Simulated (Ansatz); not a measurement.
The calculation's input:

```
crystal:
  lattice:
    - [3.3179375931, 0.0, 0.0]
    - [-1.6589687966, 2.8734182438, 0.0]
    - [0.0, 0.0, 16.65814242]
  atoms:
    - { symbol: W, position: [0.0150696023, 0.0150696023, 0.0] }
    - { symbol: Se, position: [0.3333333333, 0.6666666667, 0.09978652] }
    - { symbol: Se, position: [0.3333333333, 0.6666666667, 0.90021348] }
basis:
  ecutwfc: 420
kpoints:
  mp_grid: { grid: [12, 12, 2] }
hamiltonian:
  xc: pbesol
  dispersion: d3bj
scf:
  occupations: { method: gaussian, width: 0.05 }
output:
  forces: true
  stress: true
  eigenvalues: true
  write_density: true
  write_potential: true
  elf: true
  volumetric_format: npy
```

Launched as:

```sh
ansatz run input.yaml --threads 1 --pin off --max-ram 2560MiB --backend cpu --events-out ev --progress --plain --runs-dir out
```

Below, planes, directions and counts refer to the conventional cell (a = 3.32 Å, b = 16.66 Å, c = 3.32 Å, α = 90.00°, β = 120.00°, γ = 90.00°).

Space group Pm; a structure from a database of computed crystals, not necessarily the ambient phase; changed on purpose from its base cell (all W atoms moved -0.050 Å, as atom 1 towards its neighbour atom 1 (W) at 3.318 A); not relaxed (largest force 0.9 eV/Å).

Computed with DFT PBEsol+D3(BJ), scalar-relativistic, plane waves, PAW (Ansatz 0.2.0).

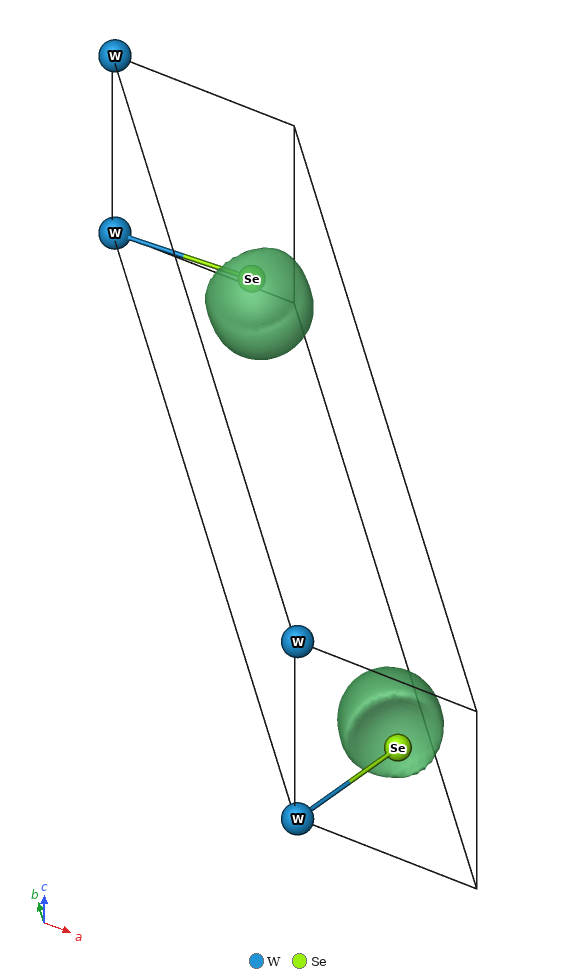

WSe2. Isosurface of the electron localisation function at 0.8 (green), seen at an oblique angle. Only the valence region is drawn (cores and ρ < 0.01 e/Å³ removed). Sticks mark near contacts.

Describe the localisation domains.

The surface consists of two lobes on Se, pointing away from the bonds (lone pairs), counted in one cell of 3 atoms. Regions shared between cells count once. Profiles from the grid: W–Se (2.50 Å): the ELF is about 0.55 at the midpoint. W–Se (2.57 Å): the ELF is about 0.55 at the midpoint.

Does the calculation make it a metal, or give it a gap?

It is gapped, with a Kohn–Sham gap of 1.5 eV on the k-point mesh (the band edges may lie off the mesh, which would make the gap smaller).
